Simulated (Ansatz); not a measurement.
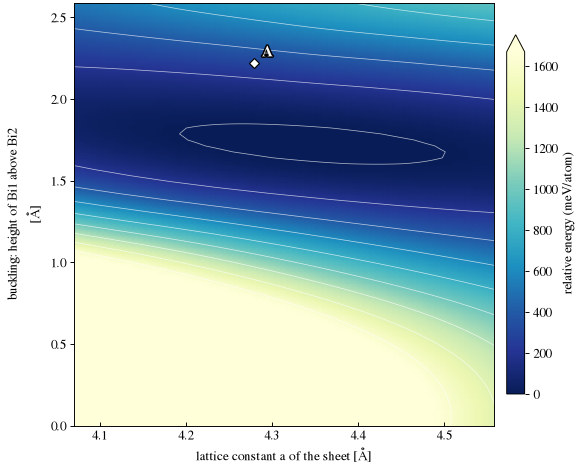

A two-dimensional sheet of Bi of the honeycomb type (2 atoms in the cell). The lattice constant and the buckling of a sheet are varied, nothing relaxed. The first coordinate is: lattice constant a of the sheet (both vectors scaled alike); the second: buckling: height of Bi1 above Bi2. Grid: 8 × 8 points. Points are written as (first, second). Energies are in meV/atom, from the lowest grid point. The calculation used DFT PBE, scalar-relativistic, plane waves, PAW in Ansatz. Settings: cutoff 420 eV, k-mesh 9×9×1, gaussian smearing 0.02 eV, no spin polarisation.

Drawn: a smooth colour map with a few white contour lines, one colour for all values above the top of the scale, the point A. Between grid points the surface is interpolated.

**Which way does the force act at A, and how strong is it?**

A, at (4.279 Å, 2.22 Å), is not a stationary point. The computed force is 530 meV/atom for each Å towards smaller values of the first coordinate and 980 meV/atom for each Å towards smaller values of the second coordinate.
